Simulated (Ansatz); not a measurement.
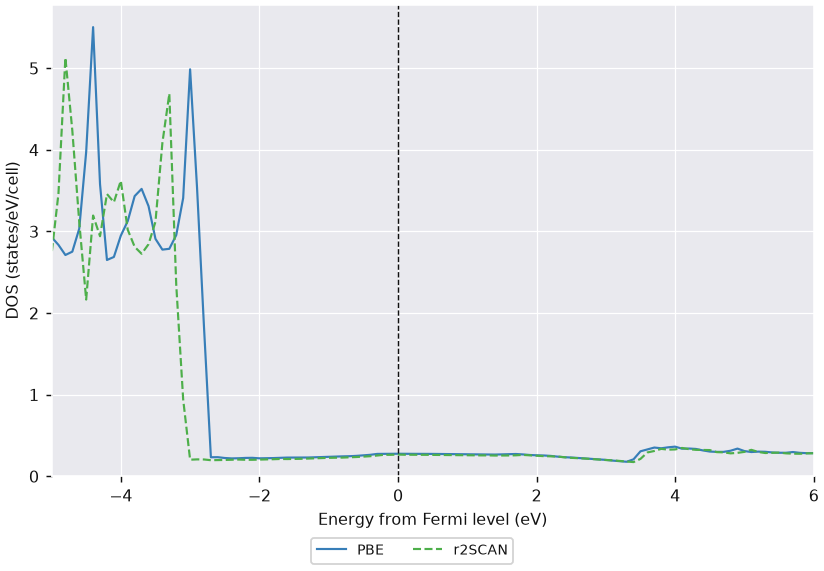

Total densities of states of Ag, space group Fm-3m, 1 atom in the cell, by two methods on the same cell. Each is counted from its own Fermi level.

Q: What changes from one method to the other?

A: PBE gives a metal with about 0.28 states per eV and cell at the Fermi level and r2SCAN gives a metal with about 0.27 states per eV and cell at the Fermi level.

Settings. PBE: DFT PBE, scalar-relativistic, plane waves, PAW, no spin polarisation, 18×18×18 k mesh, 420 eV cutoff (Ansatz 0.2.0). r2SCAN: DFT r2SCAN, scalar-relativistic, plane waves, PAW, no spin polarisation, 18×18×18 k mesh, 500 eV cutoff, Gaussian smearing of 0.1 eV (Ansatz 0.2.0).
